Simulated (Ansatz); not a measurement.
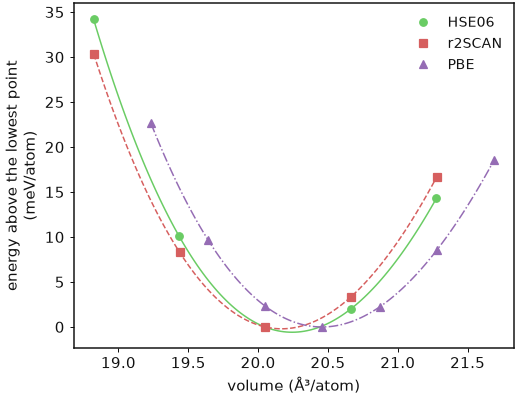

Caption: Energy above the lowest point against volume, with one curve for each functional, for Si (space group Fd-3m).

Settings that differ: HSE06: wave cutoff 420 eV, k mesh 4×4×4, exchange singularity Wigner-Seitz, occupation width 0.05 eV; r2SCAN: wave cutoff 500 eV, k mesh 11×11×11, occupation width 0.1 eV; PBE: wave cutoff 420 eV, k mesh 34×34×34, occupation width 0.0612 eV.

The fitted equilibrium volumes, smallest first, are r2SCAN 20.17, HSE06 20.24, PBE 20.46 Å³/atom. The fitted bulk moduli, smallest first, are PBE 88.8, r2SCAN 97.0, HSE06 98.6 GPa.

Calculation (Ansatz 0.2.0 development build): equation of state of a cubic crystal from periodic Kohn-Sham density functional theory without spin, third-order Birch-Murnaghan fit to the free energies; pressure corrected for the finite basis.

| setting | value |
| --- | --- |
| structure type | diamond |
| atoms in cell | 2 |
| space group number | 227 |
| lattice centring | face-centred primitive |
| occupation method | Fermi–Dirac |
| datasets | soft-1 PAW |
| density tolerance | 1e−07 eV |
| bands | 8 |
| density cutoff ratio | 4 |
| search for lower states | default |

Limits of the calculation: modest k-mesh, values are not fully converged in k (HSE06).
